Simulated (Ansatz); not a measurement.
# Searching the electronic states of Fe

Is Fe magnetic at this level, in which order, and do all starts find it? Single-point runs from several starts follow. System: Fe, the measured crystal structure (space group Im-3m, primitive cell doubled); the cell holds 2 atoms. Source: COD entry 9013484; the sample's temperature and pressure aren't taken into account.

The COD cell was measured well above room temperature, so it is larger than a cold one.

Computed with Ansatz 0.2.0 (DFT PBE, PAW, plane waves, scalar-relativistic, unless a step's input says otherwise).

**1. The structure to begin with**

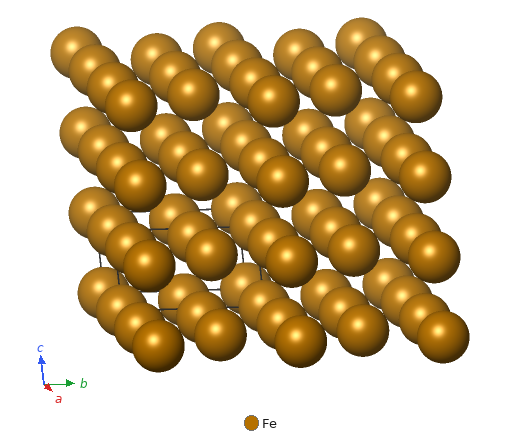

Start, viewed slightly off an axis; iron orange. 3×2×3 cells are drawn. Atoms on the faces are drawn again on the opposite ones.

Structure file:

```cif
data_structure
_symmetry_space_group_name_H-M 'Im-3m'
_symmetry_Int_Tables_number 229
_cell_length_a 2.8980
_cell_length_b 2.8980
_cell_length_c 2.8980
_cell_angle_alpha 90.000
_cell_angle_beta 90.000
_cell_angle_gamma 90.000
_cell_volume 24.34
loop_
_atom_site_label
_atom_site_type_symbol
_atom_site_symmetry_multiplicity
_atom_site_Wyckoff_symbol
_atom_site_fract_x
_atom_site_fract_y
_atom_site_fract_z
_atom_site_occupancy
Fe1 Fe 2 a 0.00000 0.00000 0.00000 1
```

Atoms are counted from 1 in the order of input.yaml (Fe2 and so on).

Planned first: parallel moments, plain SCF; opposed moments +-, plain SCF; no spin polarisation; spin on, no moments given (the program may seed its own), plain SCF. What is tried next depends on their ends.

“Plain SCF” means no search for lower states. Ends within 0.2 meV/atom and 0.1 μB count as one state.

Moments by site are taken inside atomic spheres; the rest lies between them.

**2. Parallel moments, plain SCF**

input.yaml

```yaml
crystal:
  lattice:
    - [0.0, 0.0, -2.898]
    - [2.898, -2.898, 0.0]
    - [-1.449, -1.449, 1.449]
  atoms:
    - { symbol: Fe, position: [0.0, 0.0, 0.0], spin: 4.0 }
    - { symbol: Fe, position: [0.5, 0.5, 0.0], spin: 4.0 }
magnetization:
  spin_polarized: true
hamiltonian:
  xc: pbe
  pseudopotentials: { kind: paw }
basis:
  ecutwfc: 420
kpoints:
  mp_grid: { grid: [10, 6, 12] }
scf:
  occupations: { method: gaussian, width: 0.1 }
  lower_state_search: "off"
output:
  forces: true
  stress: true
  write_density: true
  write_potential: true
  elf: true
  volumetric_format: npy
```

On the command line:

```
$ ansatz run input.yaml --threads 2 --pin off --max-ram 5120MiB --backend cpu --events-out ev --progress --plain --runs-dir out
```

Standard output (excerpt; [...] marks lines left out):

```text
Warning: crystal.symmetry: narrowed to the stabiliser of the k-point mesh — unitary ops 16 → 8; excluded 8 operations that carry a point of the 10×6×12 mesh (shift [0, 0, 0]) off the mesh (the run samples exactly the mesh kpoints.mp_grid names, as under crystal.symmetry.detect: false, and [...]
Pseudopotentials: kind: paw
Pseudopotential: Fe, paw, valence charge 16, recommended cutoff 420 eV (normal), Fe.paw.azcp
Functional definition: PBE
[...]
Crystal: 2 atoms, lattice volume = 24.339 Å³
Basis set: ecut = 420 eV, 459 PW (Γ), exchange–correlation on 40×60×36 points (8 copies of the dense FFT grid, shifted against one another)
Bands: 24, of which v1, the nominal top of the filled ones, is band 16 counted from 1 (15 counted from 0)
Symmetry: 8 space group operations
k-points: 248 of 720
[...]
Starting moments: Σ|m| = 8 μB on 2 of 2 sites
[...]
SCF iter   1: F=—  HF=-8960.332341 eV  |F-HF|=—  |Δ(HF+E_count)|=         —  Δρ=1.08e-1 (↑1.08e-1 ↓7.00e-2)  dr2=3.83e-1  dr2_m=1.72e0  M=5.598 μB ∫|m|=5.746 μB  β_m=0.30  ethr=1.20e-3  ⟨swp⟩=1.0  Hψ=58427  notcnv=0
[...]
spin-set hold released at iteration 1 (the charge has settled, or the pull on large starting moments outlasts its swing): the magnetisation degrees of freedom join the quasi-Newton model from the next iteration; the mixer history was flushed
[...]
SCF iter  10: F=-8960.910910 eV  HF=-8960.910910 eV  |F-HF|=4.07e-9  |Δ(HF+E_count)|=   1.22e-7  Δρ=6.09e-6 (↑6.09e-6 ↓4.96e-6)  dr2=6.13e-9  dr2_m=2.67e-9  M=4.569 μB ∫|m|=4.851 μB  ethr=3.13e-10  ⟨swp⟩=9.5  Hψ=72092  notcnv=0
[...]
SCF converged after 10 iterations
Magnetization: 4.5691 μB (18.2845 up, 13.7155 down)
Absolute magnetization: 4.8507 μB (∫|ρ↑−ρ↓|, with the PAW one-centre terms)
Spin contamination: 0.0915 ħ² per cell (⟨S²⟩ above its minimum at these occupations)
Per-site moments (μB) at R_I (Å): [(2.3461581952854487, 1.0352684183190126), (2.3461581952854482, 1.0352684183190126)]
Free energy (F): -8960.910910 eV
[...]
E sigma→0 (E₀):  -8960.905098 eV
Entropy (-TS):   -0.011625 eV (-5.813 meV/atom)
Fermi energy:    16.994704 eV
[...]
--- Forces (eV/Å), atoms counted from 1 ---
  atom   1  Fe     0.00000000    -0.00000000     0.00000000
  atom   2  Fe     0.00000000    -0.00000000    -0.00000000
[...]
--- Stress (GPa, compression-positive) ---
      -10.961960       0.024255      -0.001531
        0.024255     -10.961960      -0.001531
       -0.001541      -0.001541     -11.502597
  P = ⅓ Tr σ = -11.1422 GPa (-111.422 kbar)
--- Band table (eV; the first three rows and the last of 496) ---
  k-point 0 ↑: bands = ["-71.0052", "-70.9463", "-37.1734", "-36.9629", "-36.8545", "-36.8492", "-36.8487", "-36.8478", "8.8937", "12.4130", "13.8488", "14.8255", "14.8274", "14.8343", "15.9294", "15.9300", "15.9852", "16.0956", "17.2755", "17.4928", "23.7385", "34.5188", "36.0064", "39.3682"]
[...]
```

Wall time 5.5 s (2 threads of Intel Xeon 6975P-C (Granite Rapids), shared host); peak memory 0.51 GiB.

The state reached is ferromagnetic, site moments Fe1 2.35, Fe2 2.35 μB, total 4.57 μB per cell, no gap on the k-mesh.

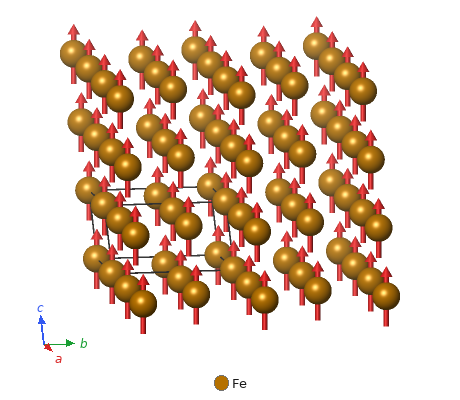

Arrows show the site moments: red and blue are opposite signs, and length grows with size. The axis is drawn upright for the eye.

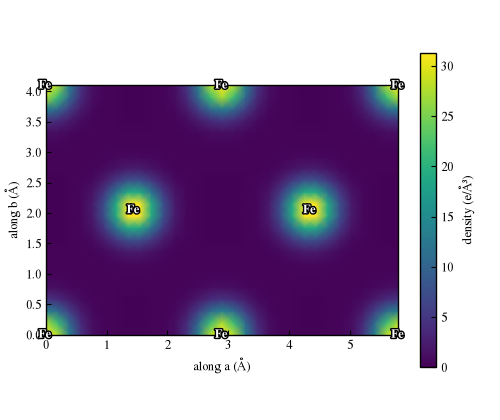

Density in a lattice plane of the grid's cell (edges 2.90 and 4.10 Å, at 0.000 of the third edge), which holds Fe. Only atoms in the plane are labelled; the density scale stops at 31.30 e/Å³. It is the smooth density of the valence electrons, not physical close to the nuclei.

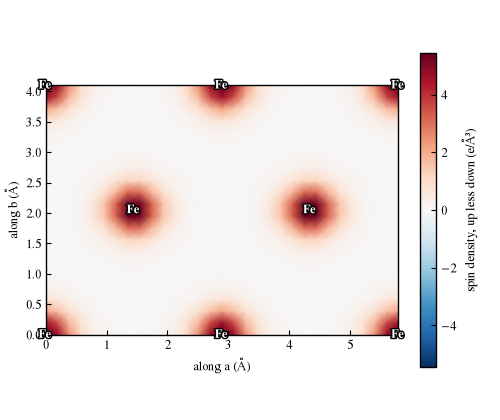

Spin density in a lattice plane of the grid's cell (edges 2.90 and 4.10 Å, at 0.000 of the third edge), which holds Fe.

**3. Opposed moments +-, plain SCF**

input.yaml: that of step 2 with these lines changed.

```diff
@@ -7,3 +7,3 @@
     - { symbol: Fe, position: [0.0, 0.0, 0.0], spin: 4.0 }
-    - { symbol: Fe, position: [0.5, 0.5, 0.0], spin: 4.0 }
+    - { symbol: Fe, position: [0.5, 0.5, 0.0], spin: -4.0 }
 magnetization:
```

On the command line:

```
$ ansatz run input.yaml --threads 2 --pin off --max-ram 5120MiB --backend cpu --events-out ev --progress --plain --runs-dir out
```

Standard output (excerpt; [...] marks lines left out):

```text
Warning: crystal.symmetry: narrowed to the stabiliser of the k-point mesh — unitary ops 8 → 4; excluded 4 operations that carry a point of the 10×6×12 mesh (shift [0, 0, 0]) off the mesh (the run samples exactly the mesh kpoints.mp_grid names, as under crystal.symmetry.detect: false, and [...]
[... 11 lines as in an earlier run ...]
Symmetry: 4 space group operations
[... 5 lines as in an earlier run ...]
Starting moments: Σ|m| = 8 μB on 2 of 2 sites
[... 2 lines as in an earlier run ...]
spin-down is spin-up translated by (0.5, 0.5, 0): one eigenproblem is solved per k-point and the antiferromagnetic symmetry of the starting moments is kept exactly by this SCF (crystal.symmetry.spin_inversion_symmetry: false solves both channels; [...]
SCF iter   1: F=—  HF=-8959.924985 eV  |F-HF|=—  |Δ(HF+E_count)|=         —  Δρ=1.06e-1 (↑1.06e-1 ↓1.06e-1)  dr2=6.72e-1  dr2_m=2.25e0  M=0.000 μB ∫|m|=5.696 μB  β_m=0.30  ethr=2.10e-3  ⟨swp⟩=1.2  Hψ=29796  notcnv=0
[...]
[... 1 line as in an earlier run ...]
[...]
SCF iter  10: F=-8960.477141 eV  HF=-8960.477141 eV  |F-HF|=2.92e-9  |Δ(HF+E_count)|=   1.87e-8  Δρ=5.87e-6 (↑5.87e-6 ↓5.87e-6)  dr2=8.61e-9  dr2_m=3.61e-9  M=0.000 μB ∫|m|=4.491 μB  ethr=3.13e-10  ⟨swp⟩=11.5  Hψ=37141  notcnv=0
[...]
SCF converged after 10 iterations
Magnetization: 0.0000 μB (16.0000 up, 16.0000 down)
Absolute magnetization: 4.4907 μB (∫|ρ↑−ρ↓|, with the PAW one-centre terms)
Spin contamination: 1.9494 ħ² per cell (⟨S²⟩ above its minimum at these occupations)
Per-site moments (μB) at R_I (Å): [(2.17466061208281, 1.0352684183190126), (-2.1746606120828105, 1.0352684183190126)]
Free energy (F): -8960.477141 eV
[...]
E sigma→0 (E₀):  -8960.468808 eV
Entropy (-TS):   -0.016667 eV (-8.333 meV/atom)
Fermi energy:    17.365399 eV
[...]
--- Forces (eV/Å), atoms counted from 1 ---
  atom   1  Fe    -0.00000000     0.00000000     0.00000000
  atom   2  Fe     0.00000000    -0.00000000     0.00000000
[...]
--- Stress (GPa, compression-positive) ---
      -13.709959      -5.796375       0.089849
       -5.796375     -13.709959       0.089849
        0.089572       0.089572      -6.656065
  P = ⅓ Tr σ = -11.3587 GPa (-113.587 kbar)
--- Band table (eV; the first three rows and the last of 496) ---
[... band rows left out ...]
[...]
```

Run time: 3.3 s. Hardware: 2 threads of Intel Xeon 6975P-C (Granite Rapids), shared host; peak memory 0.48 GiB.

End: antiferromagnetic (magnetic neighbours of Fe2 with a moment over 0.3 of its own that point the other way: 4 of 8 at 2.51 Å, 4 of 6 at 2.90 Å), site moments Fe1 2.17, Fe2 -2.17 μB, total 0.00 μB per cell, no gap on the k-mesh. It lies 217 meV/atom above the lowest state so far (step 2).

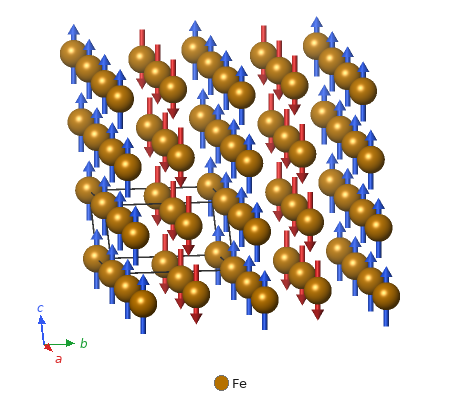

Arrows show the site moments: red and blue are opposite signs, and length grows with size. The axis is drawn upright for the eye.

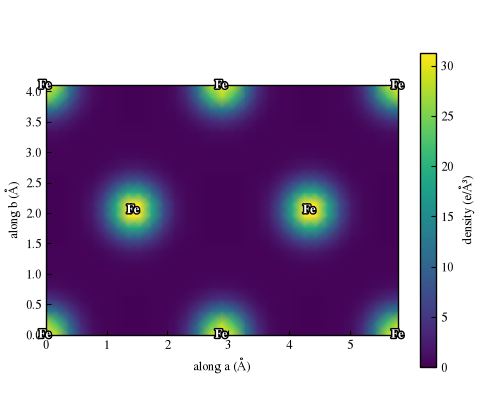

Density in a lattice plane of the grid's cell (edges 2.90 and 4.10 Å, at 0.000 of the third edge), which holds Fe. Only atoms in the plane are labelled; the density scale stops at 31.27 e/Å³. It is the smooth density of the valence electrons, not physical close to the nuclei.

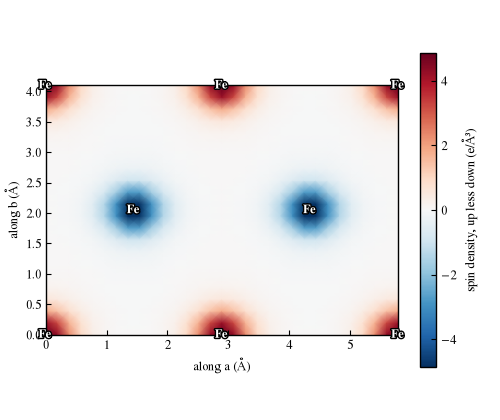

Spin density in a lattice plane of the grid's cell (edges 2.90 and 4.10 Å, at 0.000 of the third edge), which holds Fe.

**4. No spin polarisation**

input.yaml: that of step 3 with these lines changed.

```diff
@@ -6,6 +6,4 @@
   atoms:
-    - { symbol: Fe, position: [0.0, 0.0, 0.0], spin: 4.0 }
-    - { symbol: Fe, position: [0.5, 0.5, 0.0], spin: -4.0 }
-magnetization:
-  spin_polarized: true
+    - { symbol: Fe, position: [0.0, 0.0, 0.0] }
+    - { symbol: Fe, position: [0.5, 0.5, 0.0] }
 hamiltonian:
```

On the command line:

```
$ ansatz run input.yaml --threads 2 --pin off --max-ram 5120MiB --backend cpu --events-out ev --progress --plain --runs-dir out
```

Standard output (excerpt; [...] marks lines left out):

```text
[... 11 lines as in an earlier run ...]
Bands: 20, of which v1, the nominal top of the filled ones, is band 16 counted from 1 (15 counted from 0)
[... 5 lines as in an earlier run ...]
[...]
[... 2 lines as in an earlier run ...]
SCF iter   1: F=—  HF=-8959.698340 eV  |F-HF|=—  |Δ(HF+E_count)|=         —  Δρ=4.49e-3  dr2=6.74e-4  ethr=1.77e-3  ⟨swp⟩=4.8  Hψ=39754  notcnv=0  defer=64
[...]
SCF iter   6: F=-8959.698895 eV  HF=-8959.698895 eV  |F-HF|=7.34e-9  |Δ(HF+E_count)|=   7.88e-8  Δρ=1.98e-5  dr2=2.57e-8  ethr=3.13e-10  ⟨swp⟩=9.8  Hψ=33974  notcnv=0
[...]
SCF converged after 6 iterations
Free energy (F): -8959.698895 eV
[...]
E sigma→0 (E₀):  -8959.680130 eV
Entropy (-TS):   -0.037529 eV (-18.765 meV/atom)
Fermi energy:    17.104182 eV
[...]
--- Forces (eV/Å), atoms counted from 1 ---
  atom   1  Fe     0.00000000    -0.00000000     0.00000000
  atom   2  Fe     0.00000000    -0.00000000    -0.00000000
[...]
--- Stress (GPa, compression-positive) ---
      -28.389347       0.186917      -0.151343
        0.186917     -28.389347      -0.151343
       -0.151346      -0.151346     -28.184386
  P = ⅓ Tr σ = -28.3210 GPa (-283.210 kbar)
--- Band table (eV; the first three rows and the last of 248) ---
  k-point 0: bands = ["-69.9331", "-69.8723", "-36.1271", "-35.9023", "-35.7895", "-35.7888", "-35.7883", "-35.7872", "8.9447", "12.9725", "14.5810", "15.6359", "15.6374", "15.6376", "17.0402", "17.0727", "17.0737", "17.2641", "17.5066", "18.2028", "24.2770", "34.5137", "36.2484", "39.5417"]
[...]
```

It took 2.3 s on 2 threads of Intel Xeon 6975P-C (Granite Rapids), shared host; peak memory 0.44 GiB.

The state reached is non-magnetic (no spin polarisation), no gap on the k-mesh. It lies 606 meV/atom above the lowest state so far (step 2).

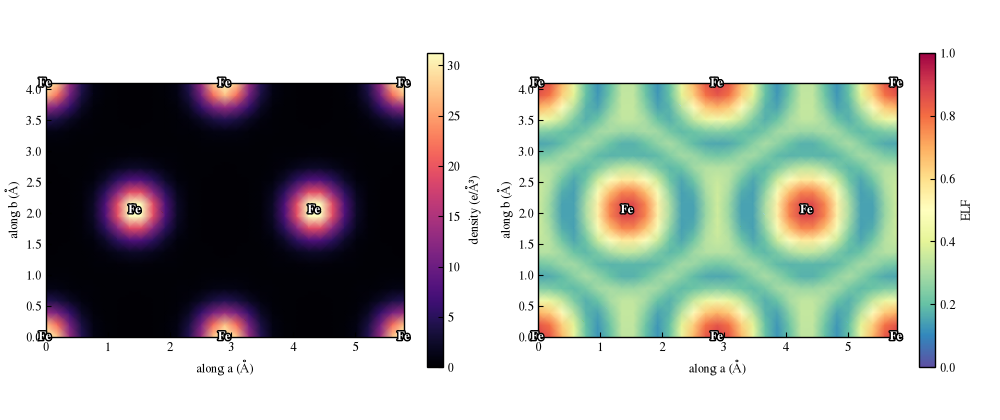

Density (left) and ELF (right) in a lattice plane of the grid's cell (edges 2.90 and 4.10 Å, at 0.000 of the third edge), which holds Fe. Only atoms in the plane are labelled; the density scale stops at 31.25 e/Å³. Both are smooth fields of the valence electrons: close to the nuclei they are not physical.

**5. Spin on, no moments given (the program may seed its own), plain SCF**

input.yaml: that of step 4 with these lines changed.

```diff
@@ -21,5 +21,3 @@
   stress: true
-  write_density: true
-  write_potential: true
-  elf: true
-  volumetric_format: npy
+magnetization:
+  spin_polarized: true
```

On the command line:

```
$ ansatz run input.yaml --threads 2 --pin off --max-ram 5120MiB --backend cpu --events-out ev --progress --plain --runs-dir out
```

Standard output (excerpt; [...] marks lines left out):

```text
[... 1 line as in an earlier run ...]
band count auto-derived: 24 (N_el = 32.0; filled up to band 16; 20 by the electrons, moments and atoms)
[... 19 lines as in an earlier run ...]
SCF iter   1: F=—  HF=-8959.961970 eV  |F-HF|=—  |Δ(HF+E_count)|=         —  Δρ=4.41e-2 (↑4.41e-2 ↓4.41e-2)  dr2=1.09e0  dr2_m=0.00e0  M=0.000 μB ∫|m|=0.000 μB  β_m=0.30  ethr=3.10e-3  ⟨swp⟩=4.4  Hψ=21538  notcnv=0  defer=14
[...]
SCF iter  11: F=-8960.910910 eV  HF=-8960.910910 eV  |F-HF|=2.61e-9  |Δ(HF+E_count)|=   4.57e-9  Δρ=1.08e-5 (↑1.08e-5 ↓6.89e-6)  dr2=7.96e-9  dr2_m=1.51e-8  M=4.569 μB ∫|m|=4.851 μB  ethr=3.13e-10  ⟨swp⟩=2.9  Hψ=39727  notcnv=0
[...]
SCF converged after 11 iterations
Magnetization: 4.5692 μB (18.2846 up, 13.7154 down)
Absolute magnetization: 4.8508 μB (∫|ρ↑−ρ↓|, with the PAW one-centre terms)
Spin contamination: 0.0915 ħ² per cell (⟨S²⟩ above its minimum at these occupations)
Per-site moments (μB) at R_I (Å): [(2.346202072229113, 1.0352684183190126), (2.3462020722291124, 1.0352684183190126)]
Free energy (F): -8960.910910 eV
[...]
E sigma→0 (E₀):  -8960.905098 eV
Entropy (-TS):   -0.011625 eV (-5.813 meV/atom)
Fermi energy:    16.994727 eV
[... 24 lines left out: energy terms, forces, stress ...]
```

Run time: 4.4 s. Hardware: 2 threads of Intel Xeon 6975P-C (Granite Rapids), shared host; peak memory 0.5 GiB.

The run ends in the same state as step 2 (ferromagnetic); it took 11 iterations.

**6. Parallel moments scaled by 0.1, plain SCF**

input.yaml: that of step 5 with these lines changed.

```diff
@@ -6,4 +6,6 @@
   atoms:
-    - { symbol: Fe, position: [0.0, 0.0, 0.0] }
-    - { symbol: Fe, position: [0.5, 0.5, 0.0] }
+    - { symbol: Fe, position: [0.0, 0.0, 0.0], spin: 0.4 }
+    - { symbol: Fe, position: [0.5, 0.5, 0.0], spin: 0.4 }
+magnetization:
+  spin_polarized: true
 hamiltonian:
@@ -21,3 +23,5 @@
   stress: true
-magnetization:
-  spin_polarized: true
+  write_density: true
+  write_potential: true
+  elf: true
+  volumetric_format: npy
```

On the command line:

```
$ ansatz run input.yaml --threads 2 --pin off --max-ram 5120MiB --backend cpu --events-out ev --progress --plain --runs-dir out
```

Standard output (excerpt; [...] marks lines left out):

```text
[... 11 lines as in an earlier run ...]
Bands: 21, of which v1, the nominal top of the filled ones, is band 16 counted from 1 (15 counted from 0)
[... 6 lines as in an earlier run ...]
Starting moments: Σ|m| = 0.8 μB on 2 of 2 sites
[... 2 lines as in an earlier run ...]
SCF iter   1: F=—  HF=-8960.009419 eV  |F-HF|=—  |Δ(HF+E_count)|=         —  Δρ=7.93e-2 (↑1.38e-2 ↓7.93e-2)  dr2=1.03e0  dr2_m=3.22e-1  M=1.340 μB ∫|m|=1.344 μB  β_m=1.00  ethr=3.10e-3  ⟨swp⟩=3.9  Hψ=37668  notcnv=0
[...]
spin-set hold released at iteration 6 (site moments contracting): the magnetisation degrees of freedom join the quasi-Newton model from the next iteration; the mixer history was flushed
[...]
SCF iter  14: F=-8960.910910 eV  HF=-8960.910910 eV  |F-HF|=8.54e-9  |Δ(HF+E_count)|=   4.90e-7  Δρ=1.08e-5 (↑8.61e-6 ↓1.08e-5)  dr2=2.04e-8  dr2_m=8.58e-9  M=4.569 μB ∫|m|=4.851 μB  ethr=5.87e-11  ⟨swp⟩=9.8  Hψ=68110  notcnv=0
[...]
SCF converged after 14 iterations
Magnetization: 4.5691 μB (18.2846 up, 13.7154 down)
Absolute magnetization: 4.8508 μB (∫|ρ↑−ρ↓|, with the PAW one-centre terms)
Spin contamination: 0.0916 ħ² per cell (⟨S²⟩ above its minimum at these occupations)
Per-site moments (μB) at R_I (Å): [(2.346187728643394, 1.0352684183190126), (2.346187728643394, 1.0352684183190126)]
Free energy (F): -8960.910910 eV
[...]
E sigma→0 (E₀):  -8960.905098 eV
Entropy (-TS):   -0.011625 eV (-5.813 meV/atom)
Fermi energy:    16.994606 eV
[... 29 lines left out: energy terms, forces, stress, bands ...]
```

Run time: 6.4 s. Hardware: 2 threads of Intel Xeon 6975P-C (Granite Rapids), shared host; peak memory 0.49 GiB.

The run ends in the same state as step 2 (ferromagnetic); it took 14 iterations.

**7. Moments +- scaled by 0.65, plain SCF**

input.yaml: that of step 6 with these lines changed.

```diff
@@ -6,4 +6,4 @@
   atoms:
-    - { symbol: Fe, position: [0.0, 0.0, 0.0], spin: 0.4 }
-    - { symbol: Fe, position: [0.5, 0.5, 0.0], spin: 0.4 }
+    - { symbol: Fe, position: [0.0, 0.0, 0.0], spin: 2.6 }
+    - { symbol: Fe, position: [0.5, 0.5, 0.0], spin: -2.6 }
 magnetization:
@@ -23,5 +23 @@
   stress: true
-  write_density: true
-  write_potential: true
-  elf: true
-  volumetric_format: npy
```

On the command line:

```
$ ansatz run input.yaml --threads 2 --pin off --max-ram 5120MiB --backend cpu --events-out ev --progress --plain --runs-dir out
```

Standard output (excerpt; [...] marks lines left out):

```text
[... 11 lines as in an earlier run ...]
Bands: 23, of which v1, the nominal top of the filled ones, is band 16 counted from 1 (15 counted from 0)
[... 6 lines as in an earlier run ...]
Starting moments: Σ|m| = 5.2 μB on 2 of 2 sites
[... 3 lines as in an earlier run ...]
[...]
SCF iter   1: F=—  HF=-8960.374773 eV  |F-HF|=—  |Δ(HF+E_count)|=         —  Δρ=4.40e-2 (↑4.40e-2 ↓4.40e-2)  dr2=7.49e-1  dr2_m=1.29e-1  M=0.000 μB ∫|m|=4.615 μB  β_m=0.30  ethr=2.34e-3  ⟨swp⟩=1.0  Hψ=28516  notcnv=0
[...]
spin-set hold released at iteration 16 (site moments' squared step at or under half its running peak, from the soft ceiling on): the magnetisation degrees of freedom join the quasi-Newton model from the next iteration; the mixer history was flushed
[...]
SCF iter  22: F=-8960.477141 eV  HF=-8960.477141 eV  |F-HF|=1.55e-8  |Δ(HF+E_count)|=   4.26e-7  Δρ=1.04e-5 (↑1.04e-5 ↓1.04e-5)  dr2=2.14e-8  dr2_m=5.44e-9  M=0.000 μB ∫|m|=4.490 μB  ethr=2.13e-10  ⟨swp⟩=4.0  Hψ=17049  notcnv=0
[...]
SCF converged after 22 iterations
Magnetization: 0.0000 μB (16.0000 up, 16.0000 down)
Absolute magnetization: 4.4905 μB (∫|ρ↑−ρ↓|)
Spin contamination: 1.9493 ħ² per cell (⟨S²⟩ above its minimum at these occupations)
Per-site moments (μB) at R_I (Å): [(2.1745578464170303, 1.0352684183190126), (-2.1745578464170303, 1.0352684183190126)]
Free energy (F): -8960.477141 eV
[...]
E sigma→0 (E₀):  -8960.468807 eV
Entropy (-TS):   -0.016668 eV (-8.334 meV/atom)
Fermi energy:    17.365413 eV
[... 24 lines left out: energy terms, forces, stress ...]
```

Wall time 4.6 s (2 threads of Intel Xeon 6975P-C (Granite Rapids), shared host); peak memory 0.46 GiB.

This is the state of step 3 again (antiferromagnetic), after 22 iterations.

(Part 1 of 2 ends here.)
